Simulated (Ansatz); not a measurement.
# Geometry relaxation, with input and output: Al48N47 (charge +2) (part 1 of 3)

- system: Al48N47 (defect cell, 95 atoms in the cell, total charge +2)
- method: DFT, PBEsol, PAW, plane waves (Ansatz 0.2.0)

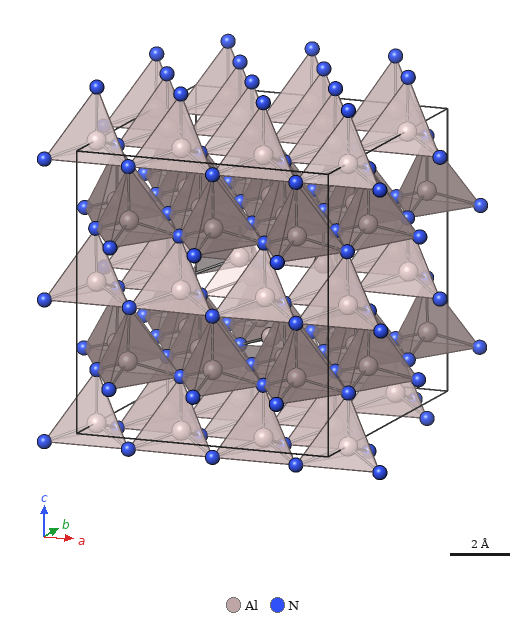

Figure 1. The structure as given in the input (polyhedral view of the cell of the calculation, seen slightly off an axis; polyhedra are completed across the faces of the cell).

**The input**
```yaml
crystal:
  lattice:
    - [9.341448, 0.000000, 0.000000]
    - [0.000000, 10.786575, 0.000000]
    - [0.000000, 0.000000, 9.967057]
  atoms:
    - { symbol: Al, position: [0.163526, 0.083165, 0.250110] }
    - { symbol: Al, position: [0.169121, 0.082966, 0.748582] }
    - { symbol: Al, position: [0.001488, 0.332747, 0.244367] }
    - { symbol: Al, position: [0.999787, 0.335405, 0.745738] }
    - { symbol: Al, position: [0.500148, 0.085358, 0.246756] }
    - { symbol: Al, position: [0.502835, 0.085870, 0.747682] }
    - { symbol: Al, position: [0.329750, 0.334906, 0.249769] }
    - { symbol: Al, position: [0.334874, 0.333166, 0.749322] }
    - { symbol: Al, position: [0.166312, 0.581099, 0.252093] }
    - { symbol: Al, position: [0.164314, 0.581979, 0.746183] }
    - { symbol: Al, position: [0.000845, 0.831600, 0.248470] }
    - { symbol: Al, position: [0.997624, 0.831778, 0.748069] }
    - { symbol: Al, position: [0.832792, 0.086305, 0.246520] }
    - { symbol: Al, position: [0.836370, 0.082802, 0.748425] }
    - { symbol: Al, position: [0.668749, 0.332283, 0.246716] }
    - { symbol: Al, position: [0.670533, 0.334409, 0.748845] }
    - { symbol: Al, position: [0.497221, 0.580780, 0.248175], spin: 0.25 }
    - { symbol: Al, position: [0.493827, 0.585647, 0.745343] }
    - { symbol: Al, position: [0.332127, 0.836182, 0.244340] }
    - { symbol: Al, position: [0.332960, 0.833792, 0.749984] }
    - { symbol: Al, position: [0.832237, 0.580937, 0.247544] }
    - { symbol: Al, position: [0.830905, 0.581980, 0.747651] }
    - { symbol: Al, position: [0.667173, 0.831423, 0.248593] }
    - { symbol: Al, position: [0.666286, 0.837625, 0.748186] }
    - { symbol: Al, position: [0.999554, 0.167949, 0.498091] }
    - { symbol: Al, position: [0.000726, 0.165961, 0.998353] }
    - { symbol: Al, position: [0.336188, 0.166094, 0.496754] }
    - { symbol: Al, position: [0.336696, 0.167824, 0.998813] }
    - { symbol: Al, position: [0.164090, 0.418631, 0.502155] }
    - { symbol: Al, position: [0.166094, 0.417071, 0.998500] }
    - { symbol: Al, position: [0.000797, 0.670978, 0.499673] }
    - { symbol: Al, position: [0.998383, 0.665631, 0.995783] }
    - { symbol: Al, position: [0.668473, 0.170527, 0.498305] }
    - { symbol: Al, position: [0.663800, 0.166716, 0.001579] }
    - { symbol: Al, position: [0.500203, 0.417961, 0.498832], spin: 0.25 }
    - { symbol: Al, position: [0.500961, 0.415879, 0.002816] }
    - { symbol: Al, position: [0.331637, 0.665602, 0.496087], spin: 0.25 }
    - { symbol: Al, position: [0.332420, 0.665190, 0.996917] }
    - { symbol: Al, position: [0.168071, 0.916668, 0.499299] }
    - { symbol: Al, position: [0.167079, 0.914626, 0.995901] }
    - { symbol: Al, position: [0.833360, 0.414104, 0.499128] }
    - { symbol: Al, position: [0.828380, 0.414571, 0.997859] }
    - { symbol: Al, position: [0.665865, 0.663960, 0.501807], spin: 0.25 }
    - { symbol: Al, position: [0.667618, 0.667044, 0.997185] }
    - { symbol: Al, position: [0.497019, 0.918271, 0.494125] }
    - { symbol: Al, position: [0.496735, 0.914942, 0.998417] }
    - { symbol: Al, position: [0.833998, 0.917570, 0.496385] }
    - { symbol: Al, position: [0.832097, 0.918896, 0.999339] }
    - { symbol: N, position: [0.001144, 0.167008, 0.187129] }
    - { symbol: N, position: [0.997566, 0.165268, 0.687478] }
    - { symbol: N, position: [0.334380, 0.167936, 0.190095] }
    - { symbol: N, position: [0.330239, 0.166060, 0.687110] }
    - { symbol: N, position: [0.161599, 0.416411, 0.189507] }
    - { symbol: N, position: [0.165440, 0.419128, 0.694649] }
    - { symbol: N, position: [0.001121, 0.668699, 0.187838] }
    - { symbol: N, position: [0.999529, 0.666491, 0.690898] }
    - { symbol: N, position: [0.664908, 0.162694, 0.187840] }
    - { symbol: N, position: [0.665817, 0.168981, 0.689530] }
    - { symbol: N, position: [0.498860, 0.418307, 0.187963] }
    - { symbol: N, position: [0.499612, 0.417593, 0.688796] }
    - { symbol: N, position: [0.333302, 0.666656, 0.186685] }
    - { symbol: N, position: [0.336061, 0.666358, 0.692953] }
    - { symbol: N, position: [0.167438, 0.916722, 0.188562] }
    - { symbol: N, position: [0.170558, 0.918658, 0.690108] }
    - { symbol: N, position: [0.831626, 0.416618, 0.192192] }
    - { symbol: N, position: [0.834931, 0.417527, 0.689395] }
    - { symbol: N, position: [0.665270, 0.669415, 0.189771] }
    - { symbol: N, position: [0.665652, 0.668278, 0.688898] }
    - { symbol: N, position: [0.501861, 0.916643, 0.189368] }
    - { symbol: N, position: [0.505533, 0.919116, 0.689964] }
    - { symbol: N, position: [0.833305, 0.916891, 0.191414] }
    - { symbol: N, position: [0.835931, 0.919151, 0.693420] }
    - { symbol: N, position: [0.170059, 0.082964, 0.440181] }
    - { symbol: N, position: [0.165693, 0.083859, 0.938736] }
    - { symbol: N, position: [0.003416, 0.337524, 0.438462] }
    - { symbol: N, position: [0.002488, 0.335899, 0.942191] }
    - { symbol: N, position: [0.500690, 0.082402, 0.437268] }
    - { symbol: N, position: [0.501382, 0.081925, 0.938089] }
    - { symbol: N, position: [0.333304, 0.335919, 0.439702] }
    - { symbol: N, position: [0.334762, 0.332090, 0.943124] }
    - { symbol: N, position: [0.167633, 0.584038, 0.436748] }
    - { symbol: N, position: [0.167945, 0.583521, 0.938331] }
    - { symbol: N, position: [0.996959, 0.831540, 0.440247] }
    - { symbol: N, position: [0.997455, 0.834035, 0.941798] }
    - { symbol: N, position: [0.831526, 0.085593, 0.439046] }
    - { symbol: N, position: [0.833415, 0.080159, 0.938859] }
    - { symbol: N, position: [0.667352, 0.334526, 0.438520] }
    - { symbol: N, position: [0.667664, 0.333155, 0.939350] }
    - { symbol: N, position: [0.499218, 0.582694, 0.940413] }
    - { symbol: N, position: [0.333344, 0.830689, 0.439139] }
    - { symbol: N, position: [0.336151, 0.833484, 0.940533] }
    - { symbol: N, position: [0.834339, 0.582763, 0.440253] }
    - { symbol: N, position: [0.833015, 0.582202, 0.939138] }
    - { symbol: N, position: [0.666966, 0.834556, 0.436229] }
    - { symbol: N, position: [0.668760, 0.835568, 0.938365] }
  symmetry: { detect: false }
kpoints:
  mp_grid: { grid: [1, 1, 1], shift: [0.25, 0.25, 0.25] }
hamiltonian:
  xc: pbesol
total_charge: 2
magnetization:
  spin_polarized: true
scf:
  occupations: { method: fermi_dirac, width: 0.01 }
relax:
  f_tol: 0.03
  max_steps: 80
  escape_saddle: false
  adjacent_minimum: "off"
output:
  forces: true
  eigenvalues: true
  populations: true
  charged_corrections: { epsilon: 8.5 }
```

Launched with:
```bash
ansatz run in.yaml --threads 8 --pin off --max-ram 17100MiB --runs-dir r --events-out ev --progress --plain
```

**Output**
```
Pseudopotentials: kind: paw
Functional definition: PBEsol
  exchange = pbesol_x
  correlation = pbesol_c
Crystal: 95 atoms, lattice volume = 1004.303 Å³
Basis set: ecut = 420 eV, 19611 PW (Γ), exchange–correlation on 128×150×144 points (8 copies of the dense FFT grid, shifted against one another)
Bands: 284, of which v1, the nominal top of the filled ones, is band 189 counted from 1 (188 counted from 0)
Symmetry: 1 space group operations
k-points: 1
Non-local potential: Al, projectors of the file, l = 0: 2, l = 1: 2, l = 2: 1
Non-local potential: N, projectors of the file, l = 0: 2, l = 1: 2, l = 2: 1
PAW form: soft (Blöchl's): semilocal exchange-correlation on the pseudo side does not see the compensation charge
PAW frozen core: Al, regenerated for the run's functional, and the local potential with it (the file was generated under x = pbe(κ = 0.804, μ = 0.2195149727645171), c = pbe(β = 0.06672455060314922))
PAW frozen core: N, regenerated for the run's functional, and the local potential with it (the file was generated under x = pbe(κ = 0.804, μ = 0.2195149727645171), c = pbe(β = 0.06672455060314922))
PAW one-centre angular grid: Al, 110 points (default); XC on 64 Gauss nodes
PAW one-centre angular grid: N, 110 points (default); XC on 64 Gauss nodes
Initial density: superposition of atomic densities (chi_scale 0.1, normalization cell, long waves kept (reshape's long-wave potential 0.21 eV rms))
Starting moments: Σ|m| = 1 μB on 4 of 95 sites
Initial wavefunctions: pseudopotential atomic-orbital guess
Functional: x = pbesol(κ = 0.804, μ = 0.12345679012345678), c = pbesol(β = 0.046)
SCF iter   1: F=—  HF=-43187.709170 eV  |F-HF|=—  |Δ(HF+E_count)|=         —  Δρ=6.81e-2 (↑6.81e-2 ↓6.78e-2)  dr2=2.35e2  dr2_m=4.27e-2  M=1.000 μB ∫|m|=1.023 μB  β_m=0.30  ethr=3.10e-3  ⟨swp⟩=6.0  Hψ=2212  notcnv=0  defer=136
preconditioner: auto → Resta (q_TF=auto, 2.317 Å⁻¹)  ε∞=3.6  [insulator: Δε(μ)=0.189 eV  Ē_g=14.054 eV  σ=0.010 eV  W_gap=1.00  n_scr=206 (ndim 8)  ℏωp=22.8 eV  f_vac=0.000  D(μ)=0.02/eV (n_scr^D=0)  ε∞_Penn≈3.6]
spin=Collinear: Resta preconditioning applied to the charge; magnetization (m = ρ↑ − ρ↓) channel mixes plain (no charge-response kernel on spin).
SCF iter   2: F=—  HF=-43133.083785 eV  |F-HF|=—  |Δ(HF+E_count)|=    5.46e1  Δρ=3.22e-2 (↑3.22e-2 ↓3.18e-2)  dr2=5.31e1  dr2_m=1.82e-2  M=1.000 μB ∫|m|=1.016 μB  β_m=0.30  ethr=3.10e-3  ⟨swp⟩=3.0  Hψ=1046  notcnv=0  defer=182
SCF iter   3: F=—  HF=-43119.119740 eV  |F-HF|=—  |Δ(HF+E_count)|=    1.40e1  Δρ=1.70e-2 (↑1.69e-2 ↓1.70e-2)  dr2=6.95e0  dr2_m=2.38e-2  M=0.120 μB ∫|m|=0.313 μB  β_m=0.30  ethr=3.10e-3  ⟨swp⟩=3.5  Hψ=910  notcnv=0  defer=180
SCF iter   4: F=—  HF=-43118.000315 eV  |F-HF|=—  |Δ(HF+E_count)|=    1.12e0  Δρ=1.02e-2 (↑1.00e-2 ↓1.02e-2)  dr2=2.47e0  dr2_m=1.09e-2  M=0.363 μB ∫|m|=0.405 μB  β_m=0.30  ethr=1.84e-3  ⟨swp⟩=2.0  Hψ=664  notcnv=0  defer=180
SCF iter   5: F=—  HF=-43117.668971 eV  |F-HF|=—  |Δ(HF+E_count)|=   3.31e-1  Δρ=3.47e-3 (↑2.52e-3 ↓3.47e-3)  dr2=1.35e0  dr2_m=1.23e-2  M=0.994 μB ∫|m|=1.001 μB  β_m=0.30  ethr=6.54e-4  ⟨swp⟩=5.0  Hψ=686  notcnv=0  defer=180
SCF iter   6: F=—  HF=-43117.539313 eV  |F-HF|=—  |Δ(HF+E_count)|=   1.30e-1  Δρ=1.38e-3 (↑1.36e-3 ↓1.38e-3)  dr2=5.83e-2  dr2_m=5.56e-3  M=0.697 μB ∫|m|=0.713 μB  β_m=0.30  ethr=3.58e-4  ⟨swp⟩=2.0  Hψ=664  notcnv=0  defer=180
SCF iter   7: F=—  HF=-43117.559997 eV  |F-HF|=—  |Δ(HF+E_count)|=   2.07e-2  Δρ=1.80e-3 (↑7.34e-4 ↓1.80e-3)  dr2=1.06e-1  dr2_m=7.79e-3  M=0.512 μB ∫|m|=0.543 μB  β_m=0.30  ethr=1.55e-5  ⟨swp⟩=4.5  Hψ=592  notcnv=0  defer=180
Mixer restart at iter 7: flushing history
spin-set hold released at iteration 7 (site moments contracting): the magnetisation degrees of freedom join the quasi-Newton model from the next iteration; the mixer history was flushed
SCF iter   8: F=—  HF=-43117.555905 eV  |F-HF|=—  |Δ(HF+E_count)|=   4.09e-3  Δρ=9.58e-4 (↑6.82e-4 ↓9.58e-4)  dr2=1.42e-2  dr2_m=3.39e-3  M=0.658 μB ∫|m|=0.681 μB  β_m=0.38  ethr=1.55e-5  ⟨swp⟩=4.0  Hψ=648  notcnv=0  defer=180
SCF iter   9: F=—  HF=-43117.559971 eV  |F-HF|=—  |Δ(HF+E_count)|=   4.07e-3  Δρ=6.39e-4 (↑4.65e-4 ↓6.39e-4)  dr2=5.16e-3  dr2_m=1.80e-3  M=0.728 μB ∫|m|=0.757 μB  β_m=0.54  ethr=3.75e-6  ⟨swp⟩=2.5  Hψ=720  notcnv=0  defer=180
SCF iter  10: F=—  HF=-43117.562873 eV  |F-HF|=—  |Δ(HF+E_count)|=   2.90e-3  Δρ=2.14e-4 (↑2.12e-4 ↓2.14e-4)  dr2=4.02e-4  dr2_m=3.50e-4  M=0.824 μB ∫|m|=0.876 μB  β_m=0.61  ethr=1.37e-6  ⟨swp⟩=2.5  Hψ=730  notcnv=0  defer=180
SCF iter  11: F=—  HF=-43117.563241 eV  |F-HF|=—  |Δ(HF+E_count)|=   3.68e-4  Δρ=1.17e-4 (↑1.15e-4 ↓1.17e-4)  dr2=1.32e-4  dr2_m=1.03e-4  M=0.861 μB ∫|m|=0.928 μB  β_m=0.70  ethr=1.07e-7  ⟨swp⟩=2.0  Hψ=865  notcnv=0  defer=180
SCF iter  12: F=—  HF=-43117.563323 eV  |F-HF|=—  |Δ(HF+E_count)|=   8.20e-5  Δρ=7.06e-5 (↑4.84e-5 ↓7.06e-5)  dr2=8.01e-5  dr2_m=2.29e-5  M=0.883 μB ∫|m|=0.960 μB  β_m=0.69  ethr=3.49e-8  ⟨swp⟩=2.0  Hψ=763  notcnv=0  defer=180
SCF iter  13: F=—  HF=-43117.563336 eV  |F-HF|=—  |Δ(HF+E_count)|=   1.22e-5  Δρ=2.78e-5 (↑1.86e-5 ↓2.78e-5)  dr2=2.33e-5  dr2_m=2.18e-6  M=0.893 μB ∫|m|=0.976 μB  β_m=0.64  ethr=2.13e-8  ⟨swp⟩=2.0  Hψ=709  notcnv=0  defer=180
SCF iter  14: F=—  HF=-43117.563336 eV  |F-HF|=—  |Δ(HF+E_count)|=   5.13e-7  Δρ=1.26e-5 (↑9.19e-6 ↓1.26e-5)  dr2=3.43e-6  dr2_m=7.57e-7  M=0.895 μB ∫|m|=0.979 μB  β_m=0.74  ethr=5.97e-9  ⟨swp⟩=16.0  Hψ=3499  notcnv=0
SCF iter  15: F=—  HF=-43117.563337 eV  |F-HF|=—  |Δ(HF+E_count)|=   9.57e-7  Δρ=5.95e-6 (↑5.95e-6 ↓5.60e-6)  dr2=1.18e-6  dr2_m=1.21e-7  M=0.897 μB ∫|m|=0.982 μB  β_m=0.67  ethr=9.09e-10  ⟨swp⟩=3.0  Hψ=1187  notcnv=0
SCF iter  16: F=-43117.563337 eV  HF=-43117.563337 eV  |F-HF|=5.10e-7  |Δ(HF+E_count)|=   3.87e-8  Δρ=4.04e-6 (↑1.69e-6 ↓4.04e-6)  dr2=6.02e-7  dr2_m=2.88e-8  M=0.898 μB ∫|m|=0.983 μB  ethr=3.14e-10  ⟨swp⟩=2.0  Hψ=947  notcnv=0
SCF 1 converged in 16 iterations: F = -43117.563337 eV  dr2 = 6.02e-7
  greatest PAW one-centre occupation: 0.789 electrons in one spin orbital (limit 2), on the N atom at site 61 (counted from 0), in its partial waves of l = 0
relax step   1: F+E_penalty+E_count = -43117.56333650 eV  Δ(F+E_penalty+E_count) = +0.000e0 eV  max|allowed force component| = 1.570e0 eV/Å  Δτ_max = 0.0000 Å  (16 SCF iters, dr2 threshold 2.25e-5 eV, accepted)
Initial density: handed on by an earlier stage of this run
Starting moments: Σ|m| = 1 μB on 4 of 95 sites; this step starts from the density that it was given
Initial wavefunctions: those handed on with the density
iter 1 solved again at ethr=2.78e-4 eV; its pass at ethr=3.10e-3 eV (dr2=1.05e0 eV) is discarded
SCF iter   1: F=—  HF=-43118.943153 eV  |F-HF|=—  |Δ(HF+E_count)|=         —  Δρ=4.26e-3 (↑1.97e-3 ↓4.26e-3)  dr2=1.04e0  dr2_m=3.64e-2  M=0.910 μB ∫|m|=1.046 μB  β_m=0.30  ethr=2.78e-4  ⟨swp⟩=1.0  Hψ=1994  notcnv=0  defer=172
preconditioner: auto → Resta (q_TF=auto, 2.317 Å⁻¹)  ε∞=4.1  [insulator: Δε(μ)=0.061 eV  Ē_g=12.877 eV  σ=0.010 eV  W_gap=0.91  n_scr=206 (ndim 8)  ℏωp=22.8 eV  f_vac=0.000  D(μ)=8.58/eV (n_scr^D=28)  ε∞_Penn≈4.1]
spin=Collinear: Resta preconditioning applied to the charge; magnetization (m = ρ↑ − ρ↓) channel mixes plain (no charge-response kernel on spin).
relax step   2: F+E_penalty+E_count = -43118.76667137 eV  Δ(F+E_penalty+E_count) = -1.203e0 eV  max|allowed force component| = 1.401e0 eV/Å  Δτ_max = 0.0992 Å  (7 SCF iters, dr2 threshold 1.00e-4 eV, accepted)
preconditioner: auto → Resta (q_TF=auto, 2.317 Å⁻¹)  ε∞=4.1  [insulator: Δε(μ)=0.592 eV  Ē_g=12.899 eV  σ=0.010 eV  W_gap=1.00  n_scr=206 (ndim 8)  ℏωp=22.8 eV  f_vac=0.000  D(μ)=0.00/eV (n_scr^D=0)  ε∞_Penn≈4.1]
spin=Collinear: Resta preconditioning applied to the charge; magnetization (m = ρ↑ − ρ↓) channel mixes plain (no charge-response kernel on spin).
relax step   3: F+E_penalty+E_count = -43118.76506663 eV  Δ(F+E_penalty+E_count) = +1.605e-3 eV  max|allowed force component| = 1.362e0 eV/Å  Δτ_max = 0.2000 Å  (7 SCF iters, dr2 threshold 1.00e-4 eV, rejected (line search))
preconditioner: auto → Resta (q_TF=auto, 2.317 Å⁻¹)  ε∞=4.1  [insulator: Δε(μ)=0.787 eV  Ē_g=12.874 eV  σ=0.010 eV  W_gap=1.00  n_scr=206 (ndim 8)  ℏωp=22.8 eV  f_vac=0.000  D(μ)=0.00/eV (n_scr^D=0)  ε∞_Penn≈4.1]
spin=Collinear: Resta preconditioning applied to the charge; magnetization (m = ρ↑ − ρ↓) channel mixes plain (no charge-response kernel on spin).
relax step   4: F+E_penalty+E_count = -43119.57632609 eV  Δ(F+E_penalty+E_count) = -8.097e-1 eV  max|allowed force component| = 6.192e-1 eV/Å  Δτ_max = 0.0990 Å  (9 SCF iters, accepted)
preconditioner: auto → Resta (q_TF=auto, 2.317 Å⁻¹)  ε∞=4.1  [insulator: Δε(μ)=0.806 eV  Ē_g=12.884 eV  σ=0.010 eV  W_gap=1.00  n_scr=206 (ndim 8)  ℏωp=22.8 eV  f_vac=0.000  D(μ)=0.00/eV (n_scr^D=0)  ε∞_Penn≈4.1]
spin=Collinear: Resta preconditioning applied to the charge; magnetization (m = ρ↑ − ρ↓) channel mixes plain (no charge-response kernel on spin).
relax step   5: F+E_penalty+E_count = -43119.69030785 eV  Δ(F+E_penalty+E_count) = -1.140e-1 eV  max|allowed force component| = 1.179e-1 eV/Å  Δτ_max = 0.1000 Å  (5 SCF iters, dr2 threshold 7.49e-5 eV, accepted)
preconditioner: auto → Resta (q_TF=auto, 2.317 Å⁻¹)  ε∞=4.1  [insulator: Δε(μ)=0.867 eV  Ē_g=12.885 eV  σ=0.010 eV  W_gap=1.00  n_scr=206 (ndim 8)  ℏωp=22.8 eV  f_vac=0.000  D(μ)=0.00/eV (n_scr^D=0)  ε∞_Penn≈4.1]
spin=Collinear: Resta preconditioning applied to the charge; magnetization (m = ρ↑ − ρ↓) channel mixes plain (no charge-response kernel on spin).
SCF iter   7: F=-43119.700666 eV  HF=-43119.700666 eV  |F-HF|=6.29e-9  |Δ(HF+E_count)|=   1.42e-8  Δρ=6.84e-7 (↑5.96e-7 ↓6.84e-7)  dr2=1.59e-8  dr2_m=2.59e-10  M=1.000 μB ∫|m|=1.033 μB  ethr=2.65e-11  ⟨swp⟩=12.5  Hψ=2730  notcnv=0
SCF 6 converged in 7 iterations: F = -43119.700666 eV  dr2 = 1.59e-8
  greatest PAW one-centre occupation: 0.788 electrons in one spin orbital (limit 2), on the N atom at site 66 (counted from 0), in its partial waves of l = 0
```
